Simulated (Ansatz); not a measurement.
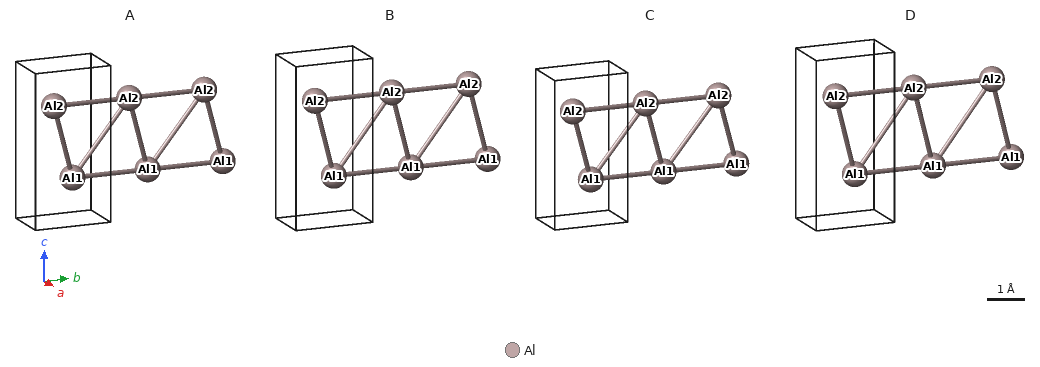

4 geometries from one relaxation of a crystal of Al (a generated structure, set up in P6_3/mmc) (coarse preliminary run), in shuffled order. The picture is a ball-and-stick view of the cell of the calculation, repeated 1 × 3 × 1 with one cell outlined, seen slightly off an axis.

Case: Y → Al on all its sites, cell and atoms relaxed.

The calculation used Ansatz 0.2.0, DFT PBEsol, scalar-relativistic, plane waves, PAW. Set-up: plane-wave cutoff 420 eV; k-point mesh 12 × 12 × 6; occupations gaussian; smearing width 0.1 eV; no spin polarisation; cell and atoms relaxed; force threshold 0.05 eV/Å; at most 60 steps.

Q: Put them in the order of the run, from the start to the converged end.

A: C, A, B, D. They are steps 0, 1, 2, 7, at +406 meV per atom, +138 meV per atom, +27.7 meV per atom relative to the last. Over 5 accepted moves (7 points after the start) the energy falls by 406 meV per atom. All forces vanish by symmetry, so only the cell relaxes. The pressure goes from 39.80 to −0.01 GPa. At 2 points the geometry stayed and the basis and grid were re-selected for the new cell (energy shift of 6.4 meV per atom at most each time). No atom moves by more than 0.005 Å relative to the cell. Cell: a = b 2.640 → 2.835 Å (+7.4 %), c 4.098 → 4.671 Å (+14.0 %). Volume +31.5 %. Some distances before and after: Al1–Al2 2.554 → 2.852 Å, Al1–Al1 2.640 → 2.835 Å. The space group stays P6_3/mmc (No. 194).
